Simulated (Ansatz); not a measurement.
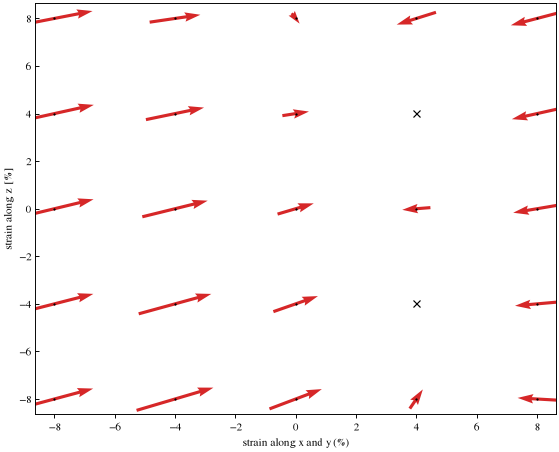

PtSe₂ (P-3m1, No. 164; 3 atoms in the cell). The cell is strained homogeneously, by one strain along x and y and another along z, with fractional coordinates fixed (x along [1 0 0], z along [0 0 1] of the conventional cell). Coordinates scanned: (1) strain along x and y; (2) strain along z. Grid: 5 × 5 points. At 2 points there is no value. Points are written as (first, second). The reference cell is the one listed in the database, not relaxed at this level. Theory: Ansatz 0.2.0, DFT PBE, scalar-relativistic, plane waves, PAW. Settings: cutoff 420 eV, k-mesh 12×12×10 in the order of the run's cell vectors, gaussian smearing 0.15 eV, no spin polarisation.

The picture shows crosses at grid points without a value, dots at the grid points, arrows along the force (downhill), their lengths compressed.

**The arrows alone are given. Where is the energy lowest?**

The arrows converge at about (2 %, 3 %) (read from the interpolated surface).

The energy map of the same scan:

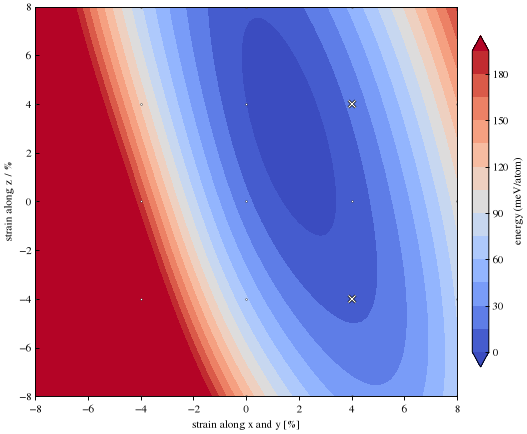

Energies are in meV/atom, from the lowest grid point; between grid points the surface is interpolated.
